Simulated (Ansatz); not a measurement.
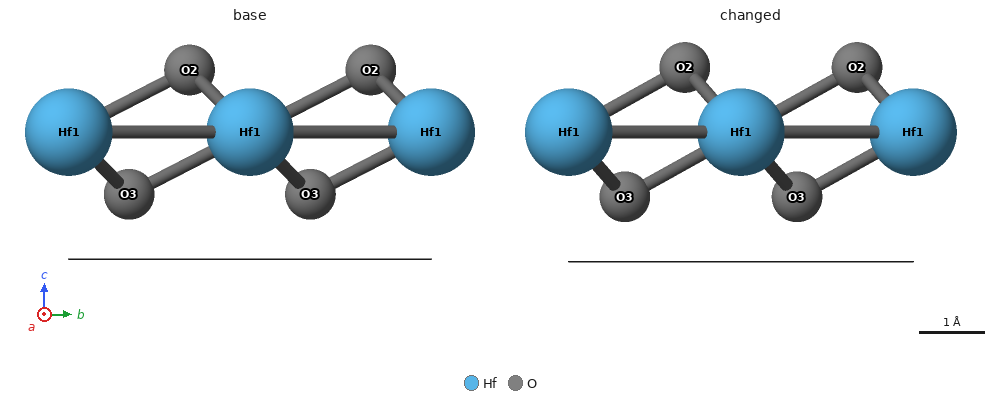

Left: a slab of composition HfO2 at its r2SCAN-relaxed geometry. Right: the same structure after one change, at the same scale. Style: ball-and-stick. Shown: the 2 × 2 repeat of the cell, outlined in the plane, without the vacuum, along the a axis.

All numbers below come from DFT, HSE06, plane waves, PAW in Ansatz 0.2.0. (plane-wave cutoff 420 eV; k-point mesh 6 × 6 × 1; occupations fixed; no spin polarisation)

What was changed?

Answer. The cell is strained by −5.0 % within the plane and none across it (volume −5.0 %). The atoms were relaxed with r2SCAN under that strain, and this is a single point on that geometry.

What does the change do?

Answer. It costs 48.4 meV per atom. The largest forces, 0.11 eV/Å, act on O2 and O3; on O2 it points along the normal (−c). The forces mostly point back along the displacements (cosine −0.93). The band gap: 6.61 eV before, 6.46 eV after. Among the bonded contacts that change: Hf–Hf 3.232 → 3.112 to 3.232 Å, Hf–O 2.098 → 2.052 to 2.088 Å. The space group (tolerance 0.01 Å) goes from P-3m1 (No. 164) to C2/m (No. 12).
